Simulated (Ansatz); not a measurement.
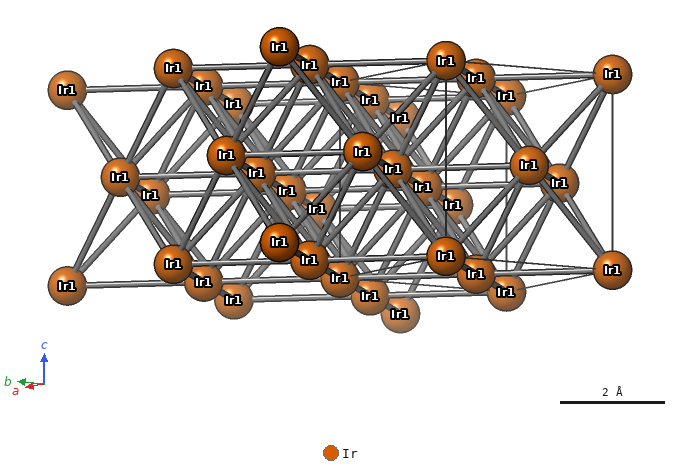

The structure as given in the input (ball-and-stick view of the cell 4 times as large as that of the calculation, set on its symmetry axes, repeated 2 × 2 × 1, seen at an oblique angle; atoms are numbered from 1 in the order of the input). Near neighbours in the crystal (not all of them lie inside the picture): Ir has 12 Ir at 2.71 Å.

# Geometry relaxation of Ir

The run: geometry relaxation of Ir (Fm-3m, 1 atom in the cell). Method and program: DFT, PBE, plane waves, PAW, no spin polarisation (Ansatz 0.2.0).

The structure derives from an entry of the Crystallography Open Database. Figures and captions count atoms from 1; the log counts them from 0 in places.

The program's output
```
Engine: ansatz 0.2.0, x86_64-unknown-linux-gnu
Pseudopotentials: kind: paw
Pseudopotential: Ir, paw, valence charge 17, recommended cutoff 420 eV (normal), Ir.paw.azcp
Functional definition: PBE
  parameter kappa = 0.804
  parameter beta = 0.06672455060314922
  exchange = pbe_x(kappa = kappa, mu = beta*pi^2/3)
  correlation = pbe_c(beta = beta)
Crystal: 1 atoms, lattice volume = 14.059 Å³
Basis set: ecut = 420 eV, 283 PW (Γ), exchange–correlation on 40×40×40 points (8 copies of the dense FFT grid, shifted against one another)
Bands: 13, of which v1, the nominal top of the filled ones, is band 9 counted from 1 (8 counted from 0)
Symmetry: 48 space group operations
Space group: Fm-3m (ITA 225), of the structure as read, at distance tolerance 2.4e-5 Å
k-points: 29 of 512
Non-local potential: Ir, projectors of the file, l = 0: 3, l = 1: 2, l = 2: 2, l = 3: 1
PAW form: soft (Blöchl's): semilocal exchange-correlation on the pseudo side does not see the compensation charge
PAW one-centre angular grid: Ir, 590 points (default); XC on 64 Gauss nodes
Initial density: superposition of atomic densities (neutral atoms: chi_scale 0, normalization atom), corrected by the library's trained network
Initial wavefunctions: pseudopotential atomic-orbital guess
Functional: x = pbe(κ = 0.804, μ = 0.2195149727645171), c = pbe(β = 0.06672455060314922)
SCF iter   1: F=—  HF=-11935.220910 eV  |F-HF|=—  |Δ(HF+E_count)|=         —  Δρ=7.44e-3  dr2=1.39e-3  ethr=1.77e-3  ⟨swp⟩=5.0  Hψ=1922  notcnv=0
preconditioner: auto → none  [metal: Δε(μ)=0.069 eV  Ē_g=14.285 eV  σ=0.100 eV  W_gap=0.37  n_scr=0 (ndim 8)  ℏωp=29.7 eV  f_vac=0.000  D(μ)=1.67/eV (n_scr^D=14)]
SCF iter   2: F=—  HF=-11935.221195 eV  |F-HF|=—  |Δ(HF+E_count)|=   2.85e-4  Δρ=3.46e-3  dr2=2.79e-4  ethr=8.18e-6  ⟨swp⟩=2.0  Hψ=692  notcnv=0
SCF iter   3: F=—  HF=-11935.221427 eV  |F-HF|=—  |Δ(HF+E_count)|=   2.32e-4  Δρ=7.24e-4  dr2=4.71e-5  ethr=1.64e-6  ⟨swp⟩=2.2  Hψ=507  notcnv=0
SCF iter   4: F=—  HF=-11935.221415 eV  |F-HF|=—  |Δ(HF+E_count)|=   1.18e-5  Δρ=1.28e-4  dr2=1.01e-6  ethr=2.77e-7  ⟨swp⟩=2.3  Hψ=527  notcnv=0
iter 5 did not close the SCF: its close was put off for the readings that it lacked (scf_convergence_deferred on its scf_iter line)
SCF iter   5: F=-11935.221415 eV  HF=-11935.221415 eV  |F-HF|=1.38e-9  |Δ(HF+E_count)|=   4.20e-7  Δρ=1.89e-5  dr2=2.06e-8  ethr=5.94e-9  ⟨swp⟩=2.0  Hψ=495  notcnv=0
SCF iter   6: F=-11935.221415 eV  HF=-11935.221415 eV  |F-HF|=2.36e-9  |Δ(HF+E_count)|=   7.15e-9  Δρ=6.03e-6  dr2=3.77e-9  ethr=1.21e-10  ⟨swp⟩=2.9  Hψ=1270  notcnv=0
SCF 1 converged in 6 iterations: F = -11935.221415 eV  dr2 = 3.77e-9
  greatest PAW one-centre occupation: 1.000 electrons in one spin orbital (limit 2), on the Ir atom at site 0 (counted from 0), in its partial waves of l = 0
relax step   1: F+E_penalty+E_count = -11935.22141513 eV  Δ(F+E_penalty+E_count) = +0.000e0 eV  max|allowed force component| = 0.000e0 eV/Å  Δτ_max = 0.0000 Å  P = +13.023 GPa  Ω = 14.059 Å³  (6 SCF iters, dr2 threshold 1.00e-7 eV, accepted)
Crystal: 1 atoms, lattice volume = 15.423 Å³
Basis set: ecut = 420 eV, 307 PW (Γ), exchange–correlation on 40×40×40 points (8 copies of the dense FFT grid, shifted against one another)
Initial density: handed on by an earlier stage of this run
Initial wavefunctions: those handed on with the density
iter 1 solved again at ethr=1.09e-5 eV; its pass at ethr=3.10e-3 eV (dr2=1.85e-3 eV) is discarded
SCF iter   1: F=—  HF=-11935.190892 eV  |F-HF|=—  |Δ(HF+E_count)|=         —  Δρ=4.44e-3  dr2=1.89e-3  ethr=1.09e-5  ⟨swp⟩=1.1  Hψ=2595  notcnv=0
preconditioner: auto → none  [metal: Δε(μ)=0.057 eV  Ē_g=13.212 eV  σ=0.100 eV  W_gap=0.31  n_scr=8 (ndim 8)  ℏωp=28.4 eV  f_vac=0.000  D(μ)=1.92/eV (n_scr^D=26)]
SCF iter   2: F=—  HF=-11935.190654 eV  |F-HF|=—  |Δ(HF+E_count)|=   2.38e-4  Δρ=1.89e-3  dr2=1.45e-4  ethr=1.09e-5  ⟨swp⟩=2.1  Hψ=504  notcnv=0
SCF iter   3: F=—  HF=-11935.190712 eV  |F-HF|=—  |Δ(HF+E_count)|=   5.80e-5  Δρ=8.67e-4  dr2=2.98e-5  ethr=8.53e-7  ⟨swp⟩=1.9  Hψ=537  notcnv=0
SCF iter   4: F=—  HF=-11935.190739 eV  |F-HF|=—  |Δ(HF+E_count)|=   2.72e-5  Δρ=3.52e-5  dr2=6.79e-8  ethr=5.88e-10  ⟨swp⟩=4.9  Hψ=1976  notcnv=0
SCF iter   5: F=-11935.190739 eV  HF=-11935.190739 eV  |F-HF|=1.82e-12  |Δ(HF+E_count)|=   2.18e-8  Δρ=1.66e-6  dr2=1.05e-10  ethr=3.99e-10  ⟨swp⟩=1.7  Hψ=1185  notcnv=0
SCF 2 converged in 5 iterations: F = -11935.190739 eV  dr2 = 1.05e-10
relax step   2: F+E_penalty+E_count = -11935.19073872 eV  Δ(F+E_penalty+E_count) = +3.068e-2 eV  max|allowed force component| = 0.000e0 eV/Å  Δτ_max = 0.0000 Å  P = -17.202 GPa  Ω = 15.423 Å³  energy of the carried Pulay correction = -7.279e-4 eV  (5 SCF iters, dr2 threshold 1.00e-7 eV, rejected (line search))
Crystal: 1 atoms, lattice volume = 14.616 Å³
iter 1 solved again at ethr=5.14e-6 eV; its pass at ethr=3.10e-3 eV (dr2=8.73e-4 eV) is discarded
SCF iter   1: F=—  HF=-11935.240408 eV  |F-HF|=—  |Δ(HF+E_count)|=         —  Δρ=2.68e-3  dr2=6.63e-4  ethr=5.14e-6  ⟨swp⟩=1.0  Hψ=2607  notcnv=0
preconditioner: auto → none  [metal: Δε(μ)=0.063 eV  Ē_g=13.817 eV  σ=0.100 eV  W_gap=0.34  n_scr=0 (ndim 8)  ℏωp=29.1 eV  f_vac=0.000  D(μ)=1.81/eV (n_scr^D=26)]
SCF iter   2: F=—  HF=-11935.240289 eV  |F-HF|=—  |Δ(HF+E_count)|=   1.19e-4  Δρ=1.08e-3  dr2=4.25e-5  ethr=3.90e-6  ⟨swp⟩=2.1  Hψ=504  notcnv=0
SCF iter   3: F=—  HF=-11935.240301 eV  |F-HF|=—  |Δ(HF+E_count)|=   1.17e-5  Δρ=4.97e-4  dr2=8.82e-6  ethr=2.50e-7  ⟨swp⟩=1.3  Hψ=444  notcnv=0
SCF iter   4: F=—  HF=-11935.240314 eV  |F-HF|=—  |Δ(HF+E_count)|=   1.32e-5  Δρ=1.82e-5  dr2=1.82e-8  ethr=5.19e-8  ⟨swp⟩=1.8  Hψ=441  notcnv=0
SCF iter   5: F=—  HF=-11935.240310 eV  |F-HF|=—  |Δ(HF+E_count)|=   3.99e-6  Δρ=1.95e-6  dr2=2.01e-10  ethr=5.88e-12  ⟨swp⟩=5.0  Hψ=1423  notcnv=0
SCF iter   6: F=-11935.240310 eV  HF=-11935.240310 eV  |F-HF|=0.00e0  |Δ(HF+E_count)|=  5.28e-11  Δρ=1.22e-7  dr2=8.20e-13  ethr=1.18e-12  ⟨swp⟩=1.4  Hψ=1135  notcnv=0
SCF 3 converged in 6 iterations: F = -11935.240310 eV  dr2 = 8.20e-13
relax step   3: F+E_penalty+E_count = -11935.24030980 eV  Δ(F+E_penalty+E_count) = -1.889e-2 eV  max|allowed force component| = 0.000e0 eV/Å  Δτ_max = 0.0000 Å  P = -1.420 GPa  Ω = 14.616 Å³  energy of the carried Pulay correction = -3.055e-4 eV  (6 SCF iters, accepted)
Crystal: 1 atoms, lattice volume = 14.559 Å³
iter 1 solved again at ethr=1.41e-8 eV; its pass at ethr=3.10e-3 eV (dr2=2.39e-6 eV) is discarded
SCF iter   1: F=—  HF=-11935.240611 eV  |F-HF|=—  |Δ(HF+E_count)|=         —  Δρ=1.83e-4  dr2=2.81e-6  ethr=1.41e-8  ⟨swp⟩=2.1  Hψ=2396  notcnv=0
preconditioner: auto → none  [metal: Δε(μ)=0.063 eV  Ē_g=13.867 eV  σ=0.100 eV  W_gap=0.34  n_scr=0 (ndim 8)  ℏωp=29.2 eV  f_vac=0.000  D(μ)=1.79/eV (n_scr^D=26)]
SCF iter   2: F=—  HF=-11935.240610 eV  |F-HF|=—  |Δ(HF+E_count)|=   7.09e-7  Δρ=7.88e-5  dr2=2.24e-7  ethr=1.41e-8  ⟨swp⟩=2.1  Hψ=520  notcnv=0
SCF iter   3: F=-11935.240610 eV  HF=-11935.240610 eV  |F-HF|=3.31e-8  |Δ(HF+E_count)|=   1.08e-7  Δρ=3.48e-5  dr2=4.34e-8  ethr=5.88e-10  ⟨swp⟩=4.0  Hψ=1162  notcnv=0
SCF 4 converged in 3 iterations: F = -11935.240610 eV  dr2 = 4.34e-8
relax step   4: F+E_penalty+E_count = -11935.24061006 eV  Δ(F+E_penalty+E_count) = -3.003e-4 eV  max|allowed force component| = 0.000e0 eV/Å  Δτ_max = 0.0000 Å  P = -0.097 GPa  Ω = 14.559 Å³  energy of the carried Pulay correction = -2.750e-4 eV  (3 SCF iters, dr2 threshold 1.00e-7 eV, accepted)
Initial wavefunctions: pseudopotential atomic-orbital guess (no wavefunctions were taken with the density)
iter 1 solved again at ethr=6.59e-8 eV; its pass at ethr=3.10e-3 eV (dr2=1.12e-5 eV) is discarded
SCF iter   1: F=—  HF=-11935.240798 eV  |F-HF|=—  |Δ(HF+E_count)|=         —  Δρ=3.86e-4  dr2=6.91e-7  ethr=6.59e-8  ⟨swp⟩=3.0  Hψ=2864  notcnv=0
SCF iter   2: F=—  HF=-11935.240823 eV  |F-HF|=—  |Δ(HF+E_count)|=   2.55e-5  Δρ=1.92e-4  dr2=1.61e-7  ethr=4.06e-9  ⟨swp⟩=1.2  Hψ=413  notcnv=0
SCF iter   3: F=—  HF=-11935.240832 eV  |F-HF|=—  |Δ(HF+E_count)|=   9.34e-6  Δρ=1.47e-5  dr2=1.63e-8  ethr=9.47e-10  ⟨swp⟩=1.9  Hψ=589  notcnv=0
SCF iter   4: F=-11935.240832 eV  HF=-11935.240832 eV  |F-HF|=4.02e-10  |Δ(HF+E_count)|=   2.23e-8  Δρ=1.91e-6  dr2=1.04e-10  ethr=5.88e-12  ⟨swp⟩=2.7  Hψ=1404  notcnv=0
SCF 5 converged in 4 iterations: F = -11935.240832 eV  dr2 = 1.04e-10
relax step   5: F+E_penalty+E_count = -11935.24083237 eV  Δ(F+E_penalty+E_count) = -2.223e-4 eV  max|allowed force component| = 0.000e0 eV/Å  Δτ_max = 0.0000 Å  P = -0.129 GPa  Ω = 14.559 Å³  stress off target by 1.29e-1 GPa  SCF on the basis re-selected at this cell (its energy is not comparable with the rows above)  (4 SCF iters)
```

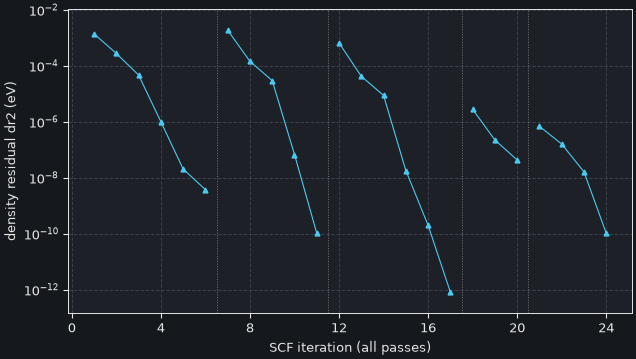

Convergence of the self-consistent field: density residual dr2 against the SCF iteration. The dotted lines part the SCF passes of the relaxation: geometry steps, rejected trials and re-solves on a re-selected basis. The 5 passes take 3 to 6 iterations each, 24 in all.

```
basis re-selected at this cell: Δ(F+E_penalty+E_count) = -2.223e-4 eV, ΔP = -0.032 GPa vs the last step (what re-selecting the basis moved, of the pressure what is left beyond the Pulay correction that the steps carried, after the strain that the cell walked since its last selection, with what the two solves' SCF thresholds leave and, on support functions, any second-order correction that the steps lacked; it is no measure of the basis error at this ecutwfc). This SCF's stress stands 1.29e-1 GPa from its target on what of the cell is left free (relax.cell.stress_tol is 5.00e-1 GPa) and its largest allowed force component is 0.00e0 eV/Å (relax.f_tol is 5.00e-2 eV/Å): within both
SCF converged after 4 iterations
Free energy (F): -11935.240832 eV
Harris-Foulkes:  -11935.240832 eV  (|F-HF|=4.02e-10)
Internal energy: -11935.231880 eV  (E = F + TS)
E sigma→0 (E₀):  -11935.236356 eV
Entropy (-TS):   -0.008952 eV (-8.952 meV/atom)
Fermi energy:    24.962007 eV
--- Per-component energies (eV) ---
  E_band       = -95.630631
  E_kinetic    = 622.380948
  E_local      = -1096.730865  (includes V_loc(G=0)·N_el)
  E_nonlocal   = 72.552778
  E_hartree    = 418.887694
  E_xc         = -267.773377
  E_vxc        = -299.833863  (∫ρ·V_xc dr)
  E_paw        = -9223.338446  (= ΣΔE_a)
  E_vpaw       = -231.775131  (= ΣTr[D̂ρ^β])
  E_aug_tail   = 0.000054  (compensation charges beyond the density's cutoff)
  E_ewald      = -2461.210665
  E_smearing   = -0.008952  (= −TS)
  E_closure    = 0.000000  (closes the sum)
  Σ components = -11935.240832   (vs F -11935.240832, Δ=0.00e0)
--- Forces (eV/Å), atoms counted from 1 ---
  atom   1  Ir     0.00000000     0.00000000    -0.00000000
  max |Σ_I F_I| component: 6.16e-32 eV/Å
--- Stress (GPa, compression-positive) ---
       -0.129275      -0.000000      -0.000000
       -0.000000      -0.129275      -0.000000
       -0.000000      -0.000000      -0.129275
  P = ⅓ Tr σ = -0.1293 GPa (-1.293 kbar)
--- Band table (eV; the first three rows and the last of 29) ---
  k-point 0: bands = ["-67.8704", "-24.3827", "-24.3827", "-24.3827", "14.0867", "21.1869", "21.1869", "21.1869", "23.7718", "23.7718", "38.5781", "43.9526", "43.9526"]
  k-point 1: bands = ["-67.8620", "-24.4905", "-24.3976", "-24.3976", "14.7427", "20.8781", "21.4401", "21.4401", "23.6354", "23.6354", "39.6419", "41.6274", "45.0395"]
  k-point 2: bands = ["-67.8416", "-24.7458", "-24.4335", "-24.4335", "16.2533", "20.6863", "21.6144", "21.6144", "23.9446", "23.9446", "38.2838", "41.0182", "47.7732"]
  k-point 28: bands = ["-67.7937", "-24.8544", "-24.8544", "-24.6545", "18.9153", "20.2244", "20.2244", "23.1927", "26.3302", "32.8088", "33.7381", "33.7381", "37.9002"]
--- Relaxed structure (4 steps of the walk, 3 accepted, 1 SCFs on fresh bases) ---
  F+E_penalty+E_count = -11935.24083237 eV   max|allowed force component| = 0.000e0 eV/Å   (the final SCF, on the basis selected at the relaxed cell)
  cell:  # Å, volume = 14.5590 Å³
    - [8.152595252632943e-34, 1.9380596434654915, 1.9380596434654915]
    - [1.9380596434654915, -1.0190744065791179e-34, 1.9380596434654915]
    - [1.9380596434654915, 1.9380596434654915, 8.152595252632943e-34]
  atoms:
    - { symbol: Ir, position: [0.0, 0.0, 0.0] }
```

Trajectory as extended XYZ (Å, eV, eV/Å), 5 frames, from step=1 to step=5
```
1
Lattice="0.0000 1.9156 1.9156 1.9156 0.0000 1.9156 1.9156 1.9156 0.0000" Properties=species:S:1:pos:R:3:forces:R:3 step=1 energy=-11935.22141 pressure_GPa=13.02
Ir    0.0000    0.0000    0.0000    0.0000   0.0000   0.0000
1
Lattice="0.0000 1.9757 1.9757 1.9757 0.0000 1.9757 1.9757 1.9757 0.0000" Properties=species:S:1:pos:R:3:forces:R:3 step=2 energy=-11935.19074 pressure_GPa=-17.20 accepted=F
Ir    0.0000    0.0000    0.0000    0.0000   0.0000   0.0000
1
Lattice="0.0000 1.9406 1.9406 1.9406 0.0000 1.9406 1.9406 1.9406 0.0000" Properties=species:S:1:pos:R:3:forces:R:3 step=3 energy=-11935.24031 pressure_GPa=-1.42
Ir    0.0000    0.0000    0.0000    0.0000   0.0000   0.0000
1
Lattice="0.0000 1.9381 1.9381 1.9381 0.0000 1.9381 1.9381 1.9381 0.0000" Properties=species:S:1:pos:R:3:forces:R:3 step=4 energy=-11935.24061 pressure_GPa=-0.10
Ir    0.0000    0.0000    0.0000    0.0000   0.0000   0.0000
1
Lattice="0.0000 1.9381 1.9381 1.9381 0.0000 1.9381 1.9381 1.9381 0.0000" Properties=species:S:1:pos:R:3:forces:R:3 step=5 energy=-11935.24083 pressure_GPa=-0.13
Ir    0.0000    0.0000    0.0000    0.0000   0.0000   0.0000
```

The run was set up as follows.

Input
```yaml
crystal:
  lattice:
    - [0.0, 1.9156, 1.9156]
    - [1.9156, 0.0, 1.9156]
    - [1.9156, 1.9156, 0.0]
  atoms:
    - { symbol: Ir, position: [0.0, 0.0, 0.0] }
basis:
  ecutwfc: 420
kpoints:
  mp_grid: { grid: [8, 8, 8] }
hamiltonian:
  xc: pbe
scf:
  occupations: { method: gaussian, width: 0.1 }
output:
  forces: true
  stress: true
  eigenvalues: true
relax:
  adjacent_minimum: "off"
  f_tol: 0.05
  max_steps: 80
  cell: { stress_tol: 0.5 }
```

Launched with:
```bash
ansatz run input.yaml --threads 1 --pin off --max-ram 2560MiB --backend cpu --events-out ev --progress --plain --runs-dir out
```

Summary

```json
{"quantity": "outcome", "value": "converged"}
{"quantity": "space group (tolerance 0.01 Å)", "value": "Fm-3m (225)"}
{"quantity": "electrons treated", "value": "17"}
{"quantity": "free energy", "value": "−11935.2408 eV"}
{"quantity": "Fermi energy", "value": "24.962 eV"}
{"quantity": "gap on the k-point mesh", "value": "none (metallic)"}
{"quantity": "pressure", "value": "−0.13 GPa"}
{"quantity": "final volume", "value": "14.56 Å³"}
{"quantity": "largest force (length of the vector) at the end", "value": "under 0.001 eV/Å"}
{"quantity": "final cell", "value": "a = 2.741 Å, b = 2.741 Å, c = 2.741 Å, α = 60.00°, β = 60.00°, γ = 60.00°"}
{"quantity": "hardware", "value": "1 thread of AMD EPYC (Zen 3), 64 GiB of memory available, shared host"}
{"quantity": "wall time", "value": "2.3 s"}
{"quantity": "peak memory", "value": "0.33 GiB"}
```

These settings are looser than, or depart from, a standard set-up, so the numbers are not reference values for this system. The k-point mesh is coarse (a preliminary or cheap run), so energies and forces are approximate. Spin–orbit coupling is left out, which matters for Ir.
